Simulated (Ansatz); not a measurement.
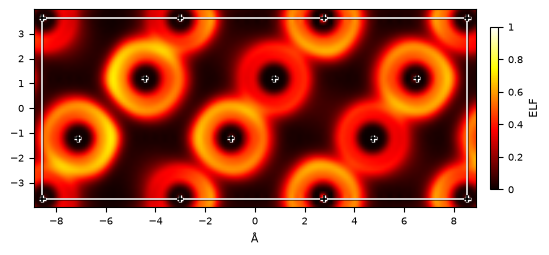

The electron localisation function on a plane through atoms (crosses mark nuclei in the plane).

Level of theory: DFT PBEsol, scalar-relativistic, plane waves, PAW in Ansatz 0.2.0.

Candidates:
A. HfN, a = 3.13 Å, b = 3.13 Å, c = 5.39 Å, α = 90.00°, β = 90.00°, γ = 120.00°. Space group P6₃/mmc; a structure from a database of computed crystals, not necessarily the ambient phase.
B. Ge₂Sb₂Te₅, a = 4.20 Å, b = 4.20 Å, c = 17.10 Å, α = 90.00°, β = 90.00°, γ = 120.00°. Space group P-3m1; a structure from a database of computed crystals, not necessarily the ambient phase.

> Which system is this?

Candidate B: Ge₂Sb₂Te₅ on the (110) plane of the conventional cell, which holds Ge, Sb and Te. Ge–Te (2.81 Å): the ELF peaks at about 0.70 in the valence shell of Te, 1.3 Å from its nucleus, and is about 0.70 at the midpoint. Sb–Te (2.99 Å): the ELF peaks at about 0.65 in the valence shell of Te, 1.3 Å from its nucleus, and is about 0.60 at the midpoint.
